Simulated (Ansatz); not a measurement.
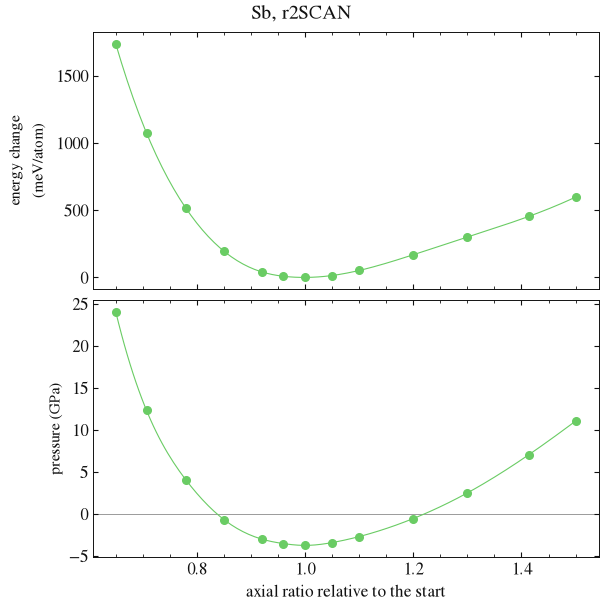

The plot gives the computed energy change and pressure against relative axial ratio for Sb, space group Pm-3m (No. 221).

Starting cell:
```yaml
crystal:
  lattice:
    - [3.16000, 0.00000, 0.00000]
    - [0.00000, 3.16000, 0.00000]
    - [0.00000, 0.00000, 3.16000]
  atoms:
    - { symbol: Sb, position: [0.00000, 0.00000, 0.00000] }
```

How it was computed, with Ansatz 0.2.0: deformation of a crystal at fixed volume, lengths along the axis scaled against those across it, fractional coordinates fixed, by plane-wave density functional theory with PAW datasets, free energies less that of the undisturbed cell, pressure positive in compression; scalar-relativistic. Level: r2SCAN, no spin polarisation.

wave cutoff 500 eV; k mesh 16×16×16; occupations Gaussian; smearing width 0.15 eV; k shift (0, 0, 0) (mesh steps); start as given; path tetragonal; axis direction (0, 0, 1) (Cartesian unit vector).

> At which relative axial ratio is the energy change least?

The lowest computed point is at relative axial ratio 1.000 (0 meV/atom).

> What does the pressure do across the range?

It goes from 24.0 GPa at relative axial ratio 0.650 to 11.0 GPa at 1.500, not monotonically, with a low of −3.8 GPa at 1.000, and changes sign near 0.84 and 1.22.

Caveats: reference crystal is not relaxed.
